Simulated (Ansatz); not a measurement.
**Zn7S8: geometry relaxation (part 2 of 2)**

Continued. System: Zn7S8 (defect cell, 15 atoms in the cell). Method: DFT PBE, scalar-relativistic, plane waves, PAW, no spin polarisation (Ansatz 0.2.0); cutoff 420 eV, 2×2×2 k-mesh, Gaussian smearing of 0.01 eV. The structure derives from a Materials Project entry. It belongs to a series of runs on one base structure; here: Zn vacancy (site a), charge +0, atoms relaxed at the host's cell, started again with a moment of 0 μB.

Geometry of the input (Å; fractional positions):
```
0.0000  5.4423  -5.4423
5.4423  5.4423  0.0000
5.4423  0.0000  -5.4423
Zn 0.0030  -0.0037  0.0018
Zn 0.4955  0.5039  0.0051
Zn 0.4988  -0.0037  0.0019
Zn 0.0031  0.5006  0.4975
Zn 0.0064  -0.0071  0.4943
Zn 0.4988  0.5006  0.4976
Zn 0.5009  -0.0016  0.4997
S  0.1279  0.1217  0.1225
S  0.1237  0.6254  0.1267
S  0.6253  0.1257  0.1236
S  0.6242  0.6254  0.1267
S  0.1248  0.1229  0.6241
S  0.1279  0.6212  0.6231
S  0.6282  0.1229  0.6241
S  0.6254  0.6223  0.6270
```

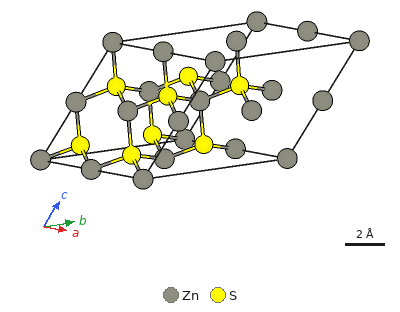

Fig. 1: The geometry at step 2 of the log (ball-and-stick view of the cell of the calculation, seen at an oblique angle).

Output, continued
```
--- Forces (eV/Å), atoms counted from 1 ---
  atom   1  Zn     0.00000077     0.00001162    -0.00052157
  atom   2  Zn    -0.00104744    -0.00003489    -0.00000667
  atom   3  Zn     0.00000408    -0.00060847    -0.00002144
  atom   4  Zn     0.00006234     0.00060349    -0.00002950
  atom   5  Zn     0.00099316    -0.00003875    -0.00001296
  atom   6  Zn     0.00002699     0.00001353     0.00053318
  atom   7  Zn    -0.00003067     0.00005723     0.00003229
  atom   8  S      0.00073549    -0.00018352    -0.00024548
  atom   9  S     -0.00071778     0.00016376    -0.00020800
  atom  10  S     -0.00162060     0.00099514     0.00094143
  atom  11  S     -0.00069584    -0.00017962     0.00021226
  atom  12  S      0.00162330    -0.00093768     0.00089851
  atom  13  S      0.00062291     0.00024648     0.00027761
  atom  14  S      0.00164204     0.00089344    -0.00089347
  atom  15  S     -0.00158850    -0.00101658    -0.00096285
  max |Σ_I F_I| component: 1.48e-5 eV/Å
--- Band table (eV; the first three rows and the last of 8) ---
  k-point 0: bands = ["-8.1473", "-7.3164", "-7.3164", "-7.3163", "-7.1873", "-6.9363", "-6.9363", "-6.9362", "-1.5979", "-1.5977", "-1.5977", "-1.5543", "-1.5542", "-1.5444", "-1.5333", "-1.5331", "-1.5331", "-1.4929", "-1.4929", "-1.4234", "-1.4232", "-1.4232", "-1.3179", "-1.3177", "-1.3177", "-1.1634", "-1.1633", "-1.1607", "-1.1607", "-1.1603", "-1.1505", "-1.1505", "-1.1503", "-1.1092", "-1.1016", "-1.1014", "-1.0333", "-1.0333", "-1.0331", "-0.9775", "-0.9704", "-0.9704", "-0.9703", "-0.3020", "-0.3019", "-0.3019", "-0.1190", "0.1743", "0.1745", "1.8634", "2.6108", "2.6108", "2.6108", "2.8542", "2.8542", "2.8549", "3.8716", "3.8718", "3.9143", "3.9143", "3.9143", "4.2124", "4.2125", "4.2125", "4.8391", "4.8391", "4.8393", "6.9675", "8.0412", "8.0413", "8.0422", "8.4324", "8.5668", "8.5685", "8.5687", "8.9196", "8.9197", "11.2810", "11.2811", "11.2821", "11.2827"]
  k-point 1: bands = ["-7.8273", "-7.6825", "-7.2519", "-7.2518", "-7.1623", "-7.0230", "-7.0229", "-7.0013", "-1.5641", "-1.5640", "-1.5540", "-1.5390", "-1.5383", "-1.5382", "-1.5205", "-1.5205", "-1.4811", "-1.4802", "-1.4801", "-1.4466", "-1.4151", "-1.4151", "-1.4079", "-1.3701", "-1.3188", "-1.3188", "-1.2963", "-1.2961", "-1.2734", "-1.1769", "-1.1769", "-1.1624", "-1.1622", "-1.1421", "-1.1342", "-1.1219", "-1.1217", "-1.0580", "-1.0579", "-1.0198", "-1.0064", "-1.0063", "-0.9668", "0.2850", "0.2854", "0.3261", "0.4187", "0.4187", "1.4837", "1.9254", "2.1959", "2.3856", "2.3859", "2.5200", "2.5200", "2.6069", "3.1716", "3.1720", "3.1754", "3.2499", "3.5968", "3.5971", "3.6531", "4.2504", "4.2506", "4.6063", "4.6064", "8.1643", "8.4464", "9.0552", "9.0566", "9.1111", "9.4153", "9.4170", "10.4542", "10.6991", "10.7013", "10.7059", "10.8552", "10.8569", "11.6322"]
  k-point 2: bands = ["-7.8273", "-7.6825", "-7.2519", "-7.2518", "-7.1623", "-7.0230", "-7.0228", "-7.0013", "-1.5641", "-1.5640", "-1.5539", "-1.5390", "-1.5383", "-1.5382", "-1.5205", "-1.5205", "-1.4811", "-1.4802", "-1.4801", "-1.4466", "-1.4151", "-1.4151", "-1.4079", "-1.3701", "-1.3188", "-1.3188", "-1.2963", "-1.2961", "-1.2734", "-1.1769", "-1.1769", "-1.1624", "-1.1622", "-1.1421", "-1.1342", "-1.1219", "-1.1217", "-1.0580", "-1.0579", "-1.0197", "-1.0064", "-1.0064", "-0.9667", "0.2850", "0.2853", "0.3260", "0.4187", "0.4188", "1.4837", "1.9254", "2.1960", "2.3856", "2.3860", "2.5201", "2.5201", "2.6069", "3.1715", "3.1720", "3.1754", "3.2498", "3.5968", "3.5972", "3.6532", "4.2504", "4.2505", "4.6063", "4.6064", "8.1643", "8.4463", "9.0552", "9.0567", "9.1110", "9.4152", "9.4168", "10.4538", "10.6991", "10.7015", "10.7058", "10.8553", "10.8571", "11.6321"]
  k-point 7: bands = ["-7.8273", "-7.6825", "-7.2518", "-7.2518", "-7.1623", "-7.0229", "-7.0228", "-7.0014", "-1.5641", "-1.5640", "-1.5539", "-1.5390", "-1.5383", "-1.5382", "-1.5205", "-1.5205", "-1.4811", "-1.4802", "-1.4802", "-1.4466", "-1.4152", "-1.4151", "-1.4078", "-1.3701", "-1.3188", "-1.3188", "-1.2962", "-1.2961", "-1.2734", "-1.1769", "-1.1769", "-1.1624", "-1.1622", "-1.1421", "-1.1342", "-1.1219", "-1.1217", "-1.0581", "-1.0579", "-1.0197", "-1.0065", "-1.0064", "-0.9667", "0.2849", "0.2853", "0.3260", "0.4187", "0.4187", "1.4837", "1.9254", "2.1960", "2.3856", "2.3859", "2.5201", "2.5201", "2.6069", "3.1715", "3.1719", "3.1754", "3.2498", "3.5969", "3.5971", "3.6532", "4.2504", "4.2505", "4.6063", "4.6064", "8.1643", "8.4463", "9.0553", "9.0566", "9.1110", "9.4150", "9.4170", "10.4538", "10.6993", "10.7014", "10.7057", "10.8554", "10.8570", "11.6321"]
--- Relaxed structure (3 steps of the walk, 3 accepted, 0 SCFs on fresh bases) ---
  F+E_penalty+E_count = -30458.62354849 eV   max|allowed force component| = 1.641e-3 eV/Å
  atoms:
    - { symbol: Zn, position: [0.004937893995718944, -0.005572745448788507, 0.0037289077734166216] }
    - { symbol: Zn, position: [0.4967194183130411, 0.5026510859123211, 0.003907953685656218] }
    - { symbol: Zn, position: [0.49690150179650716, -0.0055690060009297715, 0.0037242131559082903] }
    - { symbol: Zn, position: [0.004946712430609734, 0.5024697631766869, 0.49568946463160524] }
    - { symbol: Zn, position: [0.00513320116982896, -0.005770727200257064, 0.4955026612675998] }
    - { symbol: Zn, position: [0.4968856558048136, 0.5024714107358899, 0.49569071542067533] }
    - { symbol: Zn, position: [0.5009170864489898, -0.0015552641403021594, 0.49971577472141554] }
    - { symbol: S, position: [0.12594966224349824, 0.1235063536926842, 0.12458814310841683] }
    - { symbol: S, position: [0.12580015035180311, 0.6234780004445617, 0.12474323897126213] }
    - { symbol: S, position: [0.6262653553493701, 0.12393821544646488, 0.1235244521208323] }
    - { symbol: S, position: [0.6259736186955853, 0.6234790646194975, 0.12474418607530519] }
    - { symbol: S, position: [0.12473045496173019, 0.12379397780776402, 0.6250579543232717] }
    - { symbol: S, position: [0.12593416526226864, 0.6233090180757572, 0.6248170129634905] }
    - { symbol: S, position: [0.6264151531623249, 0.12379438144632016, 0.625055660507755] }
    - { symbol: S, position: [0.6262696777139105, 0.6222582240323299, 0.6251988678733895] }
```

Trajectory as extended XYZ (Å, eV, eV/Å), 3 frames, from step=1 to step=3
```
15
Lattice="0.0000 5.4423 -5.4423 5.4423 5.4423 0.0000 5.4423 0.0000 -5.4423" Properties=species:S:1:pos:R:3:forces:R:3 step=1 energy=-30458.61929
Zn   -0.0100   -0.0037   -0.0264   -0.0001   0.0008  -0.0464
Zn    2.7705    5.4389   -2.7244    0.0541  -0.0003  -0.0004
Zn   -0.0102    2.6942   -2.7246    0.0003  -0.0450   0.0003
Zn    5.4324    2.7416   -2.7247   -0.0003   0.0435   0.0002
Zn    2.6514   -0.0035   -2.7248   -0.0529   0.0003   0.0008
Zn    5.4323    5.4388   -5.4224   -0.0005   0.0005   0.0453
Zn    2.7112    2.7177   -5.4458   -0.0006   0.0002   0.0002
S     1.3292    1.3583   -1.3626    0.0702  -0.0063  -0.0067
S     4.0931    4.0770   -1.3626   -0.0704   0.0068  -0.0062
S     1.3569    4.0874   -4.0757   -0.0032  -0.0026  -0.0020
S     4.0929    6.8006   -4.0866   -0.0696  -0.0063   0.0064
S     4.0655    1.3481   -4.0760    0.0027   0.0007  -0.0009
S     6.7718    4.0768   -4.0869    0.0708   0.0064   0.0063
S     4.0654    4.0874   -6.8155    0.0026  -0.0009   0.0005
S     6.7991    6.7903   -6.8156   -0.0032   0.0023   0.0023
15
Lattice="0.0000 5.4423 -5.4423 5.4423 5.4423 0.0000 5.4423 0.0000 -5.4423" Properties=species:S:1:pos:R:3:forces:R:3 step=2 energy=-30458.62266
Zn   -0.0100   -0.0036   -0.0370   -0.0001   0.0004  -0.0315
Zn    2.7621    5.4389   -2.7244    0.0279  -0.0002  -0.0003
Zn   -0.0101    2.6840   -2.7246    0.0002  -0.0314   0.0001
Zn    5.4323    2.7516   -2.7247   -0.0002   0.0306   0.0001
Zn    2.6598   -0.0034   -2.7247   -0.0268   0.0001   0.0004
Zn    5.4323    5.4388   -5.4120   -0.0003   0.0003   0.0310
Zn    2.7112    2.7177   -5.4458   -0.0005   0.0001   0.0002
S     1.3422    1.3583   -1.3628    0.0220  -0.0046  -0.0048
S     4.0801    4.0771   -1.3628   -0.0224   0.0048  -0.0046
S     1.3506    4.0851   -4.0783    0.0035  -0.0045  -0.0043
S     4.0800    6.8005   -4.0863   -0.0221  -0.0047   0.0048
S     4.0717    1.3503   -4.0783   -0.0034   0.0038  -0.0038
S     6.7848    4.0769   -4.0866    0.0224   0.0045   0.0046
S     4.0717    4.0851   -6.8131   -0.0035  -0.0037   0.0037
S     6.7928    6.7927   -6.8132    0.0032   0.0044   0.0044
15
Lattice="0.0000 5.4423 -5.4423 5.4423 5.4423 0.0000 5.4423 0.0000 -5.4423" Properties=species:S:1:pos:R:3:forces:R:3 step=3 energy=-30458.62355
Zn   -0.0100   -0.0035   -0.0472    0.0000   0.0000  -0.0005
Zn    2.7569    5.4389   -2.7246   -0.0010   0.0000   0.0000
Zn   -0.0100    2.6740   -2.7246    0.0000  -0.0006   0.0000
Zn    5.4323    2.7615   -2.7246    0.0001   0.0006   0.0000
Zn    2.6653   -0.0035   -2.7246    0.0010   0.0000   0.0000
Zn    5.4323    5.4388   -5.4019    0.0000   0.0000   0.0005
Zn    2.7111    2.7177   -5.4458    0.0000   0.0001   0.0000
S     1.3502    1.3576   -1.3635    0.0007  -0.0002  -0.0002
S     4.0721    4.0778   -1.3635   -0.0007   0.0002  -0.0002
S     1.3468    4.0828   -4.0806   -0.0016   0.0010   0.0009
S     4.0721    6.7999   -4.0856   -0.0007  -0.0002   0.0002
S     4.0755    1.3525   -4.0806    0.0016  -0.0009   0.0009
S     6.7927    4.0776   -4.0858    0.0006   0.0002   0.0003
S     4.0755    4.0829   -6.8109    0.0016   0.0009  -0.0009
S     6.7890    6.7949   -6.8109   -0.0016  -0.0010  -0.0010
```

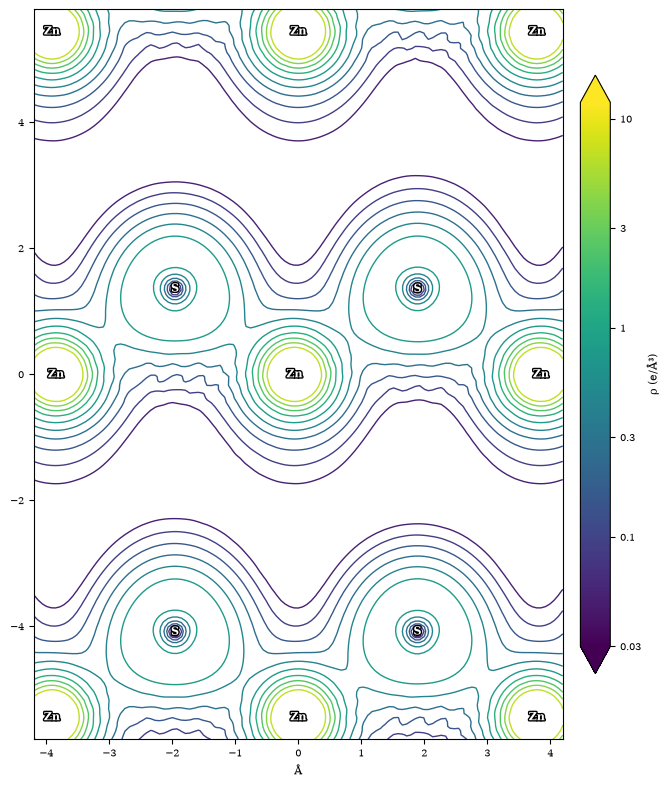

Fig. 2: Valence charge density (pseudo) on the (11̄0) plane of the calculation cell. The section cuts through Zn and S sites. Zn–S (2.33 Å): ρ at the midpoint is about 0.52 e/Å³. Zn–S (2.38 Å): ρ at the midpoint is about 0.48 e/Å³. Away from the nuclei the density in this plane falls to 0.01 e/Å³ at its lowest. The fields are those of the smooth PAW valence density.

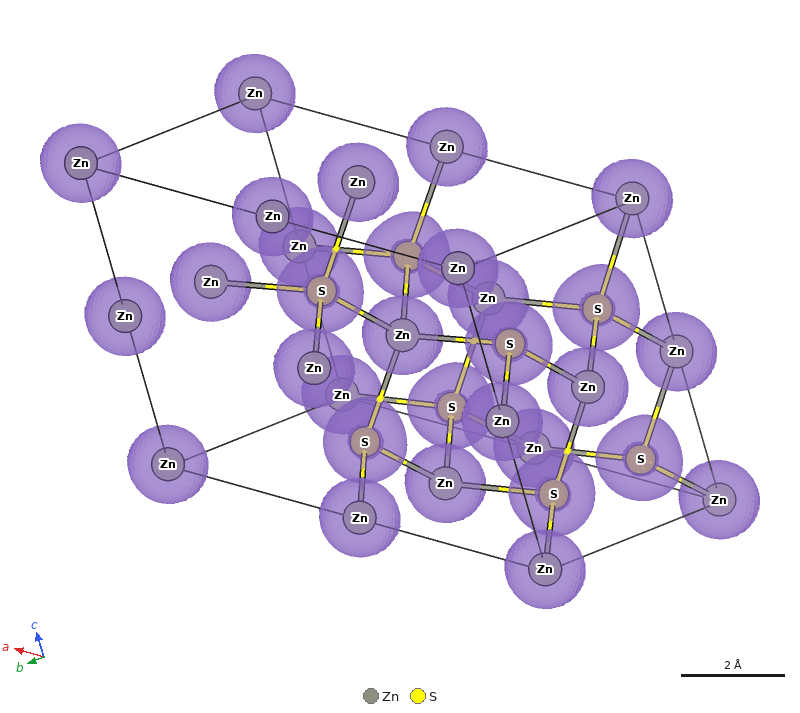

Fig. 3: Isosurface of the valence charge density (pseudo) at 0.8 e/Å³ (purple), seen at an oblique angle. Sticks mark near contacts. The outline is the calculation cell. At this value the density breaks into separate islands; it holds about 60 % of the electrons treated as valence. It is pinched off along the Zn–S (2.33 Å) and Zn–S (2.38 Å) contacts. On the grid the lowest density along these lines, outside the cores, is 0.48 e/Å³ (Zn–S, 2.33 Å) and 0.44 e/Å³ (Zn–S, 2.38 Å).

Results in brief

```json
{"quantity": "outcome", "value": "converged"}
{"quantity": "electrons treated", "value": "132"}
{"quantity": "free energy", "value": "−30458.6235 eV"}
{"quantity": "Fermi energy", "value": "4.604 eV"}
{"quantity": "gap on the k-point mesh", "value": "none (metallic)"}
{"quantity": "final volume", "value": "322.39 Å³"}
{"quantity": "largest force (length of the vector) at the end", "value": "0.002 eV/Å"}
{"quantity": "wall time", "value": "76 s (CPU time 2.2 min)"}
{"quantity": "peak memory", "value": "1 GiB"}
```

Notes

The k-point mesh is coarse for a cell of this size, so the results may not be converged.
